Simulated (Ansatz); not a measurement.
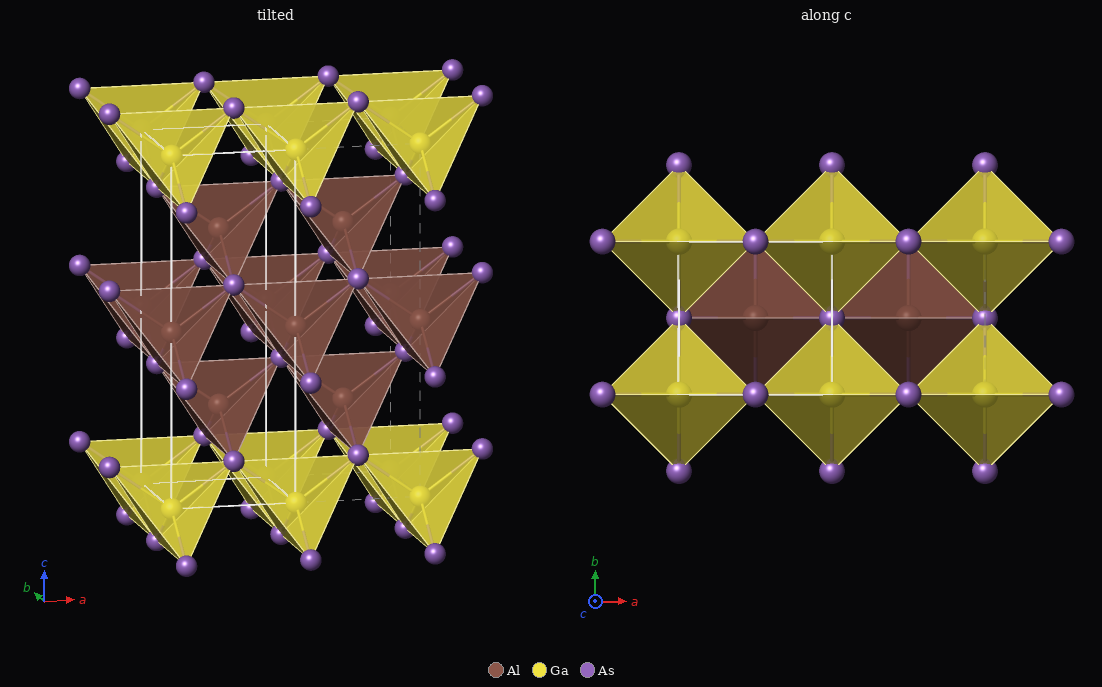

Crystal structure, polyhedral style, seen slightly off an axis and along the c axis. One conventional unit cell is drawn solid; the view covers 2×1×1 cells. Some neighbours outside the box are added.

Al3GaAs4, space group P-4m2 (No. 115), a = 4.06 Å, b = 4.06 Å, c = 11.46 Å, α = 90.00°, β = 90.00°, γ = 90.00°.

Method used: DFT PBE, scalar-relativistic, plane waves, PAW (Ansatz). It ran with plane waves up to 420 eV, an 8×8×4 sampling of the Brillouin zone, Gaussian smearing of 0.02 eV, no spin polarisation.

> Does it come out as a metal, or with a gap?

A semiconductor at this level, with a gap of 1.27 eV on the k-mesh (the true edges may lie between mesh points, so the gap can be somewhat smaller).

It goes back to a structure type filled with these elements by a generator (whether the compound takes this form wasn't checked). The geometry was optimised with DFT PBE, scalar-relativistic, plane waves, PAW in Ansatz.
